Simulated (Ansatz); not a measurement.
Zr11S24 (cell charge −2, with a compensating background) (cell with a defect)

Input file:

```
crystal:
  lattice:
    - [-7.3704169265, 1.0e-10, -6.757906724]
    - [3.6852084633, 6.3829682948, -6.757906724]
    - [3.6852084632, -6.3829682949, -6.757906724]
  atoms:
    - { symbol: Zr, position: [0.4992789371, 1.0003378633, 0.4994172559] }
    - { symbol: Zr, position: [0.6693615861, 0.1699795209, 0.1615497346] }
    - { symbol: Zr, position: [0.1561894926, 0.1643521489, 0.6656200199] }
    - { symbol: Zr, position: [0.6717586805, 0.6658733706, 0.6739421732] }
    - { symbol: Zr, position: [0.3326678833, 0.3337332154, 0.3331958468] }
    - { symbol: Zr, position: [-0.0061927025, 0.0018050582, -0.0075207591] }
    - { symbol: Zr, position: [0.8328506903, 0.8339269118, 0.3331656561] }
    - { symbol: Zr, position: [0.5092744336, 0.5032264526, 0.0006548085] }
    - { symbol: Zr, position: [0.3321068487, 0.8331163719, 0.8325129418] }
    - { symbol: Zr, position: [0.9954465041, 0.4969225225, 0.5040418457] }
    - { symbol: Zr, position: [0.1654405842, 0.6661675452, 0.1659945729] }
    - { symbol: S, position: [0.4017766968, 0.2376274097, 0.5714167248] }
    - { symbol: S, position: [0.0701217119, 0.9047807381, 0.2360286529] }
    - { symbol: S, position: [0.2356216254, 0.070886818, 0.9025937512] }
    - { symbol: S, position: [0.7378829319, 0.0704783796, 0.4067856067] }
    - { symbol: S, position: [0.2381552614, 0.571797715, 0.4032069295] }
    - { symbol: S, position: [0.9010920181, 0.23057086, 0.0705047962], spin: 0.333 }
    - { symbol: S, position: [0.5678960243, 0.910156654, 0.7389222795] }
    - { symbol: S, position: [0.4007222419, 0.7437103427, 0.0724259395] }
    - { symbol: S, position: [0.0690733712, 0.3982440789, 0.7316253191], spin: 0.333 }
    - { symbol: S, position: [0.9078799787, 0.7410574451, 0.5696691532] }
    - { symbol: S, position: [0.571214608, 0.4054727813, 0.2434605064] }
    - { symbol: S, position: [0.7288354614, 0.5859894618, 0.9058962416], spin: 0.333 }
    - { symbol: S, position: [0.7617864742, 0.439638951, 0.5924380978], spin: 0.333 }
    - { symbol: S, position: [0.4265859712, 0.0955989694, 0.2624829514] }
    - { symbol: S, position: [0.5933319589, 0.2686248147, 0.9360270096], spin: 0.333 }
    - { symbol: S, position: [0.094042167, 0.2616921861, 0.4226533936] }
    - { symbol: S, position: [0.595487336, 0.7623156266, 0.4297565057] }
    - { symbol: S, position: [0.263485409, 0.4292866914, 0.0945880769] }
    - { symbol: S, position: [0.9332100771, 0.0814991351, 0.7575916394], spin: 0.333 }
    - { symbol: S, position: [0.7576790665, 0.9261968982, 0.096403548] }
    - { symbol: S, position: [0.4299451427, 0.595824124, 0.7631899439] }
    - { symbol: S, position: [0.2636633599, 0.9235465862, 0.5929670164] }
    - { symbol: S, position: [0.9267245372, 0.5970047181, 0.2591586067] }
    - { symbol: S, position: [0.096318778, 0.7570471634, 0.9267845552] }
  host:
    lattice:
      - [3.6852084633, 0.0, 0.0]
      - [-1.8426042316, 3.1914841474, 0.0]
      - [0.0, 0.0, 6.757906724]
    atoms:
      - { symbol: Zr, position: [0.0, 0.0, 0.0] }
      - { symbol: S, position: [0.6666666667, 0.3333333333, 0.785683562] }
      - { symbol: S, position: [0.3333333333, 0.6666666667, 0.214316438] }
total_charge: -2
basis:
  ecutwfc: 420
  xc_grid: 2
kpoints:
  mp_grid: { grid: [2, 2, 2], shift: [0.5, 0.5, 0.5] }
hamiltonian:
  xc: pbe
scf:
  occupations: { method: gaussian, width: 0.01 }
output:
  forces: true
  stress: false
  eigenvalues: true
  populations: true
  charged_corrections:
    defect_position: [0.83333333, 0.33333333, 0.83333333]
    epsilon: [[53.0181, 0.0, 0.0], [0.0, 53.0181, 0.0], [0.0, 0.0, 3.7274]]
  write_density: true
  write_potential: true
  elf: true
  volumetric_format: npy
magnetization:
  spin_polarized: true
relax:
  adjacent_minimum: "off"
  f_tol: 0.025
  max_steps: 45
```

Command:

```sh
ansatz run input.yaml --threads 4 --pin off --max-ram 10240MiB --backend cpu --events-out ev --progress --plain --runs-dir out
```

The fields are those of the run's last geometry, not of the input's.

Spin-polarised.

These are results of Ansatz, DFT PBE, scalar-relativistic, plane waves, PAW, not measurements.

The density is the valence pseudo-density of a PAW calculation; it isn't the true density close to the nuclei.

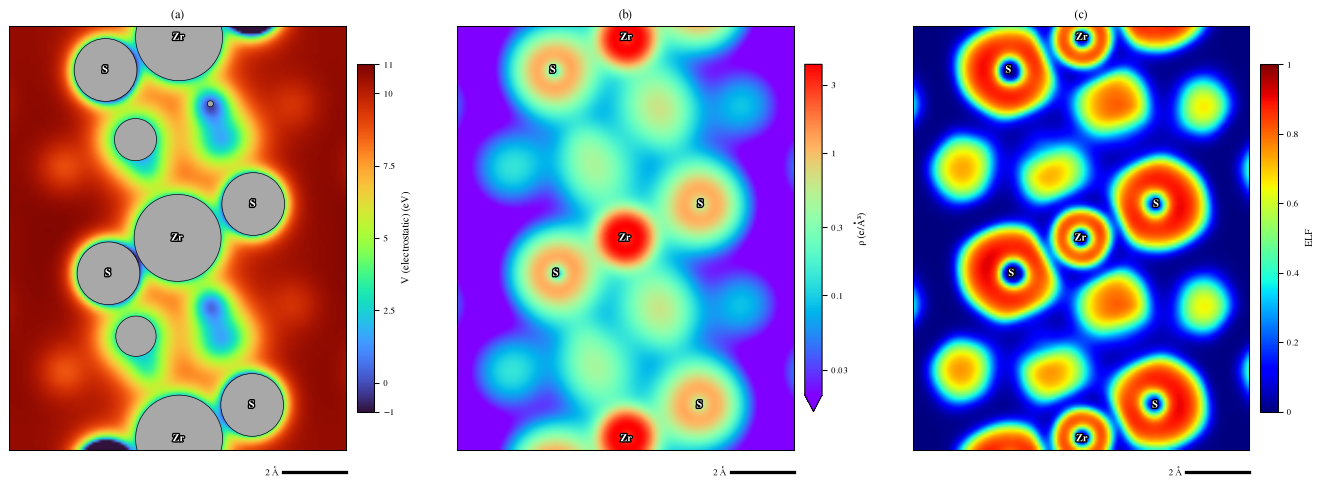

Figure 1. (a) electrostatic potential energy of an electron; (b) valence pseudo-density; (c) ELF on the (110) plane of the calculation cell. Grey discs cover the atomic cores in the potential map.

> What does the map show?

- The section cuts through Zr and S sites.
- Zr–S (2.47 Å): the density is about 0.52 e/Å³ at the midpoint; the ELF peaks at about 0.85 in the valence shell of S, 0.8 Å from its nucleus, and is about 0.40 at the midpoint.
- Zr–S (2.57 Å): ρ is about 0.44 e/Å³ halfway; the ELF peaks at about 0.85 in the valence shell of S, 0.8 Å from its nucleus, and is about 0.40 at the midpoint.
- Zr–S (2.65 Å): ρ is about 0.37 e/Å³ halfway; the ELF peaks at about 0.85 in the valence shell of S, 0.8 Å from its nucleus, and is about 0.35 at the midpoint.
- Between the atoms the lowest density in this plane is 0.003 e/Å³.
- The features right at Zr lie inside the PAW spheres, where the map follows smoothed inner orbitals and isn't to be read closely.
- Outside the cores the potential energy rises away from the atoms and is highest about 2.4 Å from the nearest atoms; its zero is arbitrary.

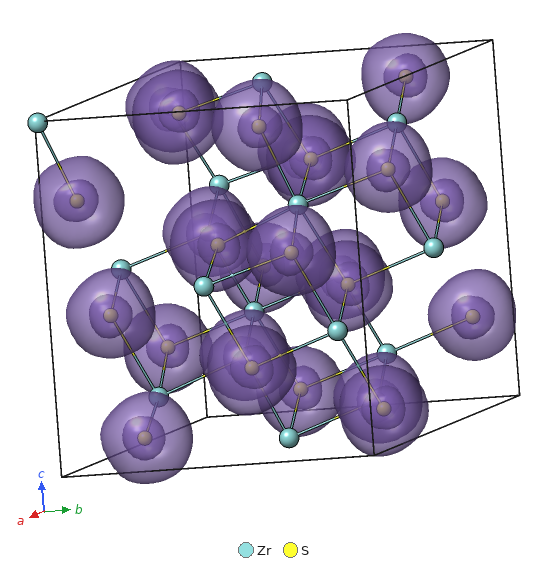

Figure 2. Isosurface of the electron localisation function at 0.75 (purple), seen slightly off an axis. Only the valence region is drawn (cores and ρ < 0.01 e/Å³ removed). Sticks mark near contacts.

> Identify the bonds, lone pairs and shells in this picture.

At this value the surface marks out 24 regions wrapped around S (the valence shell of each), counted in one cell of 35 atoms. Any copies at cell faces, edges or corners count once. Along the contacts the grid gives the following. Zr–S (2.56 Å): the ELF peaks at about 0.85 in the valence shell of S, 0.8 Å from its nucleus, and is about 0.40 at the midpoint.

> Does the calculation make it a metal, or give it a gap?

It is metallic or semimetallic at this level of theory: no gap opens.
